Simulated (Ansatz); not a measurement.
# C$_{2}$N: what the fields show

```
C N
1.0
     2.32988    0.00000    0.00000
    -1.16494    2.01774    0.00000
     0.00000    0.00000   17.21798
C N
4 2
Direct
  0.33333 0.66667 0.11871
  0.66667 0.33333 0.79056
  0.66667 0.33333 0.88129
  0.33333 0.66667 0.20944
  0.33333 0.66667 0.76036
  0.66667 0.33333 0.23964
```

Space group P-3m1; a structure generated by program, which may or may not match a known phase.

Theory: Ansatz 0.2.0, DFT PBE, scalar-relativistic, plane waves, PAW.

The density is the valence pseudo-density of a PAW calculation; it isn't the true density close to the nuclei.

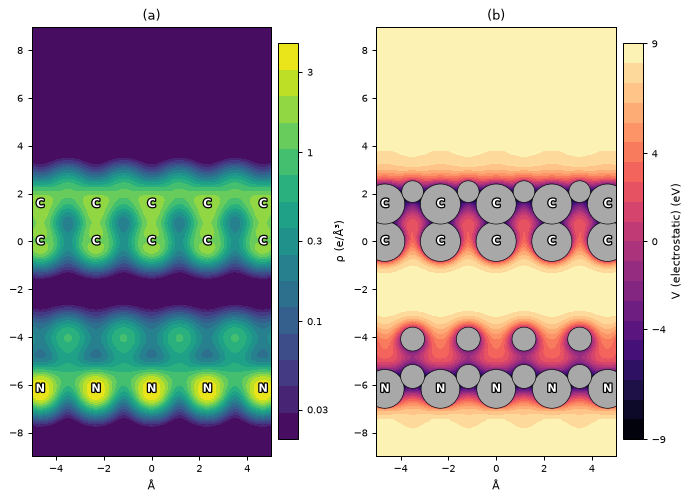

Figure 1. (a) valence pseudo-density; (b) electrostatic potential (local pseudopotential plus Hartree) felt by an electron on the (010) plane of the conventional cell. Grey discs cover the atomic cores in the potential map.

> What do the fields say about this system?

Atoms in the plane: C and N.
Atoms just off the plane (C, 0.7 Å away and N, 0.7 Å away) can leave unmarked features too.
C–C (1.56 Å): the density is about 1.6 e/Å³ at the midpoint.
The density dies away to nearly zero in the voids.
Outside the cores the potential energy rises away from the atoms and is highest about 1.9 Å from the nearest atoms; its zero is arbitrary.

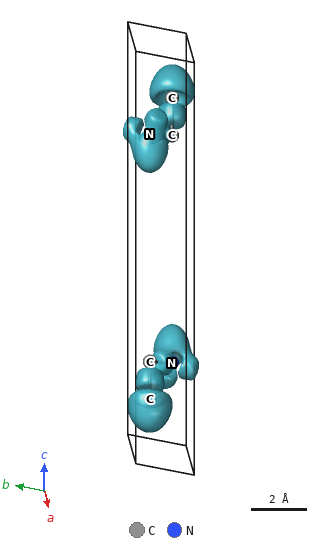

Figure 2. Isosurface of the electron localisation function at 0.7 (cyan), seen at an oblique angle. Core shells and regions of very low density are left out. Sticks mark near contacts.

> Where are the electrons localised?

At this value the surface marks out two regions between bonded C–C atoms, two regions on N in which the atom's valence shell and bonds are merged and two lobes on C, pointing away from the bonds (lone pairs), counted in one cell of 6 atoms. Any copies at cell faces, edges or corners count once. Along the contacts the grid gives the following. C–N (1.44 Å): the ELF peaks at about 0.90 between the atoms. C–C (1.56 Å): the ELF peaks at about 0.95 between the atoms.

> Does the calculation make it a metal, or give it a gap?

It is gapless in this calculation (a metal or semimetal).
